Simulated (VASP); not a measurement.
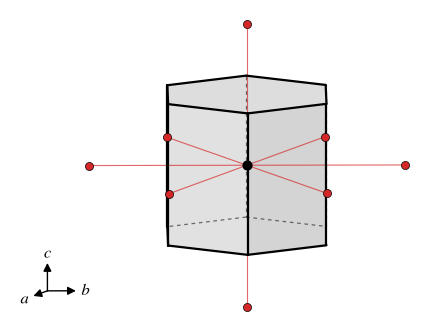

For MgO, coordinates from a relaxation with VASP 6.6.1, VASP Kohn-Sham DFT of a periodic cell, r2SCAN, VASP PAW PBE potentials, recommended: the Wigner–Seitz cell of the crystal's lattice, with lines to the lattice points that define its faces. The drawing is computed from the coordinates (standard cell, symmetry found to 0.002 Å).

a = 2.894 Å, b = 2.894 Å, c = 2.642 Å, α = 90.00°, β = 90.00°, γ = 120.00°; space group P-6m2, No. 187.

Describe the polyhedron.

Answer. A hexagonal prism: 8 faces (6 with 4 edges, 2 with 6 edges), 18 edges, 12 vertices. Its volume is that of the primitive cell, 19.2 Å³.

Which lattice vectors do the faces bisect?

Answer.
```json
{"example": "c", "length (Å)": "2.64", "faces": "2", "edges of each": "6", "area (Å²)": "7.3"}
{"example": "a + b", "length (Å)": "2.89", "faces": "6", "edges of each": "4", "area (Å²)": "4.4"}
```
